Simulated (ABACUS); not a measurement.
## KCl: band-structure run (part 1 of 2)

KCl (Fm-3m, 2 atoms in the cell), computed with Kohn-Sham DFT of a periodic cell, SOGGA, PseudoDojo NC SR 0.4.1 PBEsol standard, no spin polarisation (ABACUS 3.10.1).

The structure derives from an entry of the Crystallography Open Database.

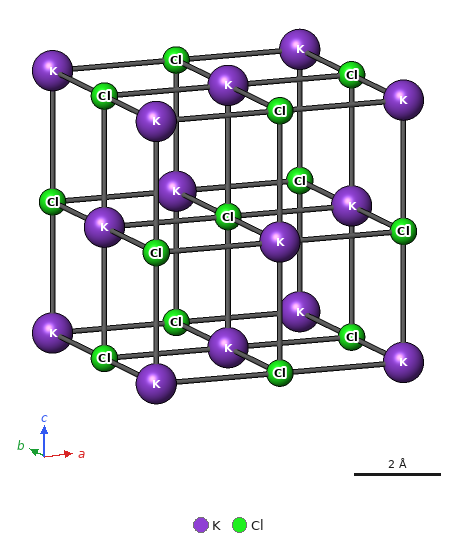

**Figure 1.** The input geometry (ball-and-stick view of the cell 4 times as large as that of the calculation, set on its symmetry axes, seen slightly off an axis). Near neighbours in the crystal (not all of them lie inside the picture): K has 6 Cl at 3.15 Å; Cl has 6 K at 3.15 Å.

Summary:

```csv
quantity,value
outcome,converged
space group (tolerance 0.01 Å),Fm-3m (225)
electrons treated,16
free energy,−1262.9120 eV
Fermi energy of the self-consistent step,3.510 eV
gap on the k-point mesh,5.05 eV
pressure,−0.46 GPa
largest force (length of the vector),under 0.001 eV/Å
hardware,"4 threads of AMD EPYC 7571, 12 GiB of memory available, shared host"
wall time,17 s (CPU time 66 s)
peak memory,0.28 GiB
```

Input:
```
INPUT_PARAMETERS
suffix              KCl
calculation         scf
basis_type          pw
pseudo_dir          ./
latname             fcc
symmetry            1
dft_functional      GGA_X_SOGGA+GGA_C_PBE
ecutwfc             74
pseudo_rcut         7
nspin               1
nbands              18
ks_solver           dav
smearing_method     fd
smearing_sigma      0.00367493
scf_thr             1e-08
scf_nmax            100
mixing_type         broyden
mixing_beta         0.7
cal_force           1
cal_stress          1
out_chg             1
out_pot             2
out_elf             1
```

File STRU:
```
ATOMIC_SPECIES
K 39.0983 K.upf
Cl 35.4500 Cl.upf

LATTICE_CONSTANT
11.8919331187

ATOMIC_POSITIONS
Direct

K
0.0
1
0.0000000000 0.0000000000 0.0000000000 1 1 1

Cl
0.0
1
0.5000000000 0.5000000000 0.5000000000 1 1 1
```

File KPT:
```
K_POINTS
0
Gamma
6 6 6 0 0 0
```

Run as:
```bash
OMP_NUM_THREADS=1 mpirun -np 4 abacus > log
```

The program's output:
```
ABACUS v3.10.1

               Atomic-orbital Based Ab-initio Computation at UStc

 ------------------------------------------------------------------------------------

 READING GENERAL INFORMATION
                           global_out_dir = OUT.KCl/
                           global_in_card = INPUT
                               pseudo_dir = ./
                              orbital_dir =
                                    DSIZE = 4
                                    GSIZE = 1

 READING UNITCELL INFORMATION
                                    ntype = 2
                  lattice constant (Bohr) = 11.8919
              lattice constant (Angstrom) = 6.29294

 READING ATOM TYPE 1
                               atom label = K
                      L=0, number of zeta = 1
                      L=1, number of zeta = 1
                      L=2, number of zeta = 1
             number of atom for this type = 1

 READING ATOM TYPE 2
                               atom label = Cl
                      L=0, number of zeta = 1
                      L=1, number of zeta = 1
                      L=2, number of zeta = 1
             number of atom for this type = 1

                        TOTAL ATOM NUMBER = 2
DIRECT COORDINATES
    atom                   x                   y                   z     mag                  vx                  vy                  vz
taud_K1            0.0000000000        0.0000000000        0.0000000000  0.0000        0.0000000000        0.0000000000        0.0000000000
taud_Cl1            0.5000000000        0.5000000000        0.5000000000  0.0000        0.0000000000        0.0000000000        0.0000000000

                          Volume (Bohr^3) = 420.434
                             Volume (A^3) = 62.3018

 Lattice vectors: (Cartesian coordinate: in unit of a_0)
                 -0.5                  +0                +0.5
                   +0                +0.5                +0.5
                 -0.5                +0.5                  +0
 Reciprocal vectors: (Cartesian coordinate: in unit of 2 pi/a_0)
                   -1                  -1                  +1
                   +1                  +1                  +1
                   -1                  +1                  -1
 The esolver type has been set to : ksdft_pw

                PAO radial cut off (Bohr) = 7

 Read in pseudopotential file is K.upf
                     pseudopotential type = NC
          exchange-correlation functional = PBESOL
                 nonlocal core correction = 1
                        valence electrons = 9
                                     lmax = 2
                           number of zeta = 3
                     number of projectors = 6
                           L of projector = 0
                           L of projector = 0
                           L of projector = 1
                           L of projector = 1
                           L of projector = 2
                           L of projector = 2
 XC functional updated to : GGA_X_SOGGA+GGA_C_PBE
          exchange-correlation functional = GGA_X_SOGGA+GGA_C_PBE
                PAO radial cut off (Bohr) = 7

 Read in pseudopotential file is Cl.upf
                     pseudopotential type = NC
          exchange-correlation functional = PBESOL
                 nonlocal core correction = 1
                        valence electrons = 7
                                     lmax = 2
                           number of zeta = 2
                     number of projectors = 6
                           L of projector = 0
                           L of projector = 0
                           L of projector = 1
                           L of projector = 1
                           L of projector = 2
                           L of projector = 2
 XC functional updated to : GGA_X_SOGGA+GGA_C_PBE
          exchange-correlation functional = GGA_X_SOGGA+GGA_C_PBE
     initial pseudo atomic orbital number = 9

 SETUP THE ELECTRONS NUMBER
             electron number of element K = 9
       total electron number of element K = 9
            electron number of element Cl = 7
      total electron number of element Cl = 7
            AUTOSET number of electrons:  = 16
                           occupied bands = 8
                                   NBANDS = 18
                                   NLOCAL = 18

%%%%%%%%%%%%%%%%%%%%%%%%%%%%%%%%%%%%%%%%%%%%%%%%%%%%%%%%%%%%%%%%%%%%%%%%%%%%%%%%%%%%%%%%%%%%%%%%%%%%%%%%%%
 Warning: the number of valence electrons in pseudopotential > 1 for K: [Ar] 4s1
 Pseudopotentials with additional electrons can yield (more) accurate outcomes, but may be less efficient.
 If you're confident that your chosen pseudopotential is appropriate, you can safely ignore this warning.
%%%%%%%%%%%%%%%%%%%%%%%%%%%%%%%%%%%%%%%%%%%%%%%%%%%%%%%%%%%%%%%%%%%%%%%%%%%%%%%%%%%%%%%%%%%%%%%%%%%%%%%%%%

 SETUP THE PLANE WAVE BASIS
 energy cutoff for charge/potential (unit:Ry) = 296
            fft grid for charge/potential = [ 48, 48, 48 ]
                        fft grid division = [ 1, 1, 1 ]
        big fft grid for charge/potential = [ 48, 48, 48 ]
                                     nbxx = 27648
                                     nrxx = 27648

 SETUP PLANE WAVES FOR CHARGE/POTENTIAL
                    number of plane waves = 36085
                         number of sticks = 1429

 PARALLEL PW FOR CHARGE/POTENTIAL
     PROC   COLUMNS(POT)             PW
        1            358           9022
        2            358           9022
        3            357           9020
        4            356           9021
 --------------- sum -------------------
        4           1429          36085
                            number of |g| = 353
                                  max |g| = 1060
                                  min |g| = 3

----------- Double Check Mixing Parameters Begin ------------
mixing_type: broyden
mixing_beta: 0.7
mixing_gg0: 1
mixing_gg0_min: 0.1
mixing_ndim: 8
----------- Double Check Mixing Parameters End ------------

 LATTICE VECTORS: (CARTESIAN COORDINATE: IN UNIT OF A0)
                 -0.5                  +0                +0.5
                   +0                +0.5                +0.5
                 -0.5                +0.5                  +0
                       right hand lattice = 1
                                   NORM_A = 0.707107
                                   NORM_B = 0.707107
                                   NORM_C = 0.707107
                           ALPHA (DEGREE) = 60
                           BETA  (DEGREE) = 60
                           GAMMA (DEGREE) = 60

 The lattice vectors have been changed (STRU_SIMPLE.cif)

(for optimal symmetric configuration:)
                             BRAVAIS TYPE = 3
                     BRAVAIS LATTICE NAME = 03. Cubic F (face-centered)
                                    ibrav = 3
                                    IBRAV = 3
                                  BRAVAIS = FACE CENTERED CUBIC
                       LATTICE CONSTANT A = 1
Original cell was already a primitive cell.
                        ROTATION MATRICES = 48
              PURE POINT GROUP OPERATIONS = 48
                   SPACE GROUP OPERATIONS = 48
                              POINT GROUP = O_h
               POINT GROUP IN SPACE GROUP = O_h

 SETUP K-POINTS
                                    nspin = 1
                   Input type of k points = Monkhorst-Pack(Gamma)
                                   nkstot = 216
                       right hand lattice = 1
(for reciprocal lattice: )
                             BRAVAIS TYPE = 2
                     BRAVAIS LATTICE NAME = 02. Cubic I (body-centered)
                                    ibrav = 2
                       right hand lattice = 1
(for k-lattice: )
                             BRAVAIS TYPE = 2
                     BRAVAIS LATTICE NAME = 02. Cubic I (body-centered)
                                    ibrav = 2
                       right hand lattice = 1
                        ROTATION MATRICES = 48
                               nkstot_ibz = 16
K-POINTS REDUCTION ACCORDING TO SYMMETRY
     IBZ    DIRECT_X    DIRECT_Y    DIRECT_Z  WEIGHT  ibz2bz
       1  0.00000000  0.00000000  0.00000000  0.0046       0
       2  0.16666667  0.16666667  0.16666667  0.0370       1
       3  0.33333333  0.33333333  0.33333333  0.0370       2
       4  0.50000000  0.50000000  0.50000000  0.0185       3
       5  0.16666667  0.16666667  0.00000000  0.0278       7
       6  0.33333333  0.33333333  0.16666667  0.1111       8
       7  0.50000000  0.50000000  0.33333333  0.1111       9
       8  0.50000000  0.33333333  0.33333333  0.1111      10
       9  0.33333333  0.16666667  0.16666667  0.0556      11
      10  0.33333333  0.33333333  0.00000000  0.0278      14
      11  0.50000000  0.50000000  0.16666667  0.1111      15
      12 -0.33333333  0.33333333  0.33333333  0.0556      16
      13  0.50000000  0.50000000  0.00000000  0.0139      21
      14  0.50000000  0.33333333  0.16666667  0.1111      51
      15  0.50000000  0.33333333 -0.33333333  0.1111      52
      16  0.50000000  0.33333333 -0.16666667  0.0556      58

                               nkstot now = 16
[... K-POINTS DIRECT COORDINATES: 16 rows ...]

           k-point number in this process = 16
       minimum distributed K point number = 16
[... stars of the k points ...]

[... K-POINTS CARTESIAN COORDINATES: 16 rows ...]

[... K-POINTS DIRECT COORDINATES: 16 rows ...]

 SETUP PLANE WAVES FOR WAVE FUNCTIONS
     energy cutoff for wavefunc (unit:Ry) = 74
              fft grid for wave functions = [ 48, 48, 48 ]
                    number of plane waves = 5769
                         number of sticks = 421

 PARALLEL PW FOR WAVE FUNCTIONS
     PROC   COLUMNS(POT)             PW
        1            105           1442
        2            106           1445
        3            105           1441
        4            105           1441
 --------------- sum -------------------
        4            421           5769

 SETUP NONLOCAL PSEUDOPOTENTIALS IN PLANE WAVE BASIS
 K non-local projectors:
 projector 1 L=0
 projector 2 L=0
 projector 3 L=1
 projector 4 L=1
 projector 5 L=2
 projector 6 L=2
 Cl non-local projectors:
 projector 1 L=0
 projector 2 L=0
 projector 3 L=1
 projector 4 L=1
 projector 5 L=2
 projector 6 L=2
      TOTAL NUMBER OF NONLOCAL PROJECTORS = 36

 Init Non-Local PseudoPotential table :
 Init Non-Local-Pseudopotential done.

                                     npwx = 1150

 Make real space PAO into reciprocal space.
       max mesh points in Pseudopotential = 701
     dq(describe PAO in reciprocal space) = 0.01
                                    max q = 1037

 number of pseudo atomic orbitals for K is 3
WARNING: norm of atomic wavefunction # 2 of atomic type K is 0.999999, renormalized
WARNING: norm of atomic wavefunction # 3 of atomic type K is 0.923301, renormalized

 number of pseudo atomic orbitals for Cl is 2
WARNING: norm of atomic wavefunction # 2 of atomic type Cl is 0.999908, renormalized

 -------------------------------------------
 SELF-CONSISTENT
 -------------------------------------------
                                 init_chg = atomic

 PW ALGORITHM --------------- ION=   1  ELEC=   1--------------------------------
 Notice: Threshold on eigenvalues was too large.
 hsover_error=0.16 > DRHO=0.0967482
 Origin diag ethr = 0.01
 New diag ethr = 0.000604676

 Density error is 0.096190758882
                          Error Threshold = 0.000604676222037
----------------------------------------------------------
     Energy           Rydberg                 eV
----------------------------------------------------------
 E_KohnSham     -92.7972463608       -1262.5713092166
 E_Harris       -92.8500112779       -1263.2892127437
 E_Fermi        0.1847719507         2.5139513595
```
